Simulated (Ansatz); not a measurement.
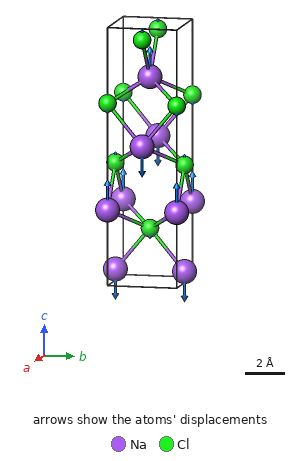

One vibrational mode of crystalline NaCl (a generated structure) at the zone centre. The blue arrows are the displacements of the atoms (eigenvector over the root of the mass), of arbitrary overall length and sign. A ball-and-stick model of the conventional cell (2 times the calculation's cell), seen slightly off an axis. Lengths and directions refer to the drawn axes.

All numbers below come from DFT PBE, scalar-relativistic, plane waves, PAW in Ansatz 0.2.0. (plane-wave cutoff 420 eV; k-point mesh 8 × 8 × 8; occupations fixed; no spin polarisation)

Frequencies are those without the non-analytic (LO–TO) term.

Describe the mode and give its frequency.

This is the B₁ mode at 5.98 THz, the highest optical level, Raman-active by symmetry. All motion is along c; atoms of one kind move against one another, with no net shift of any sublattice; the kinetic energy is shared as Na 96 %, Cl 4 %.
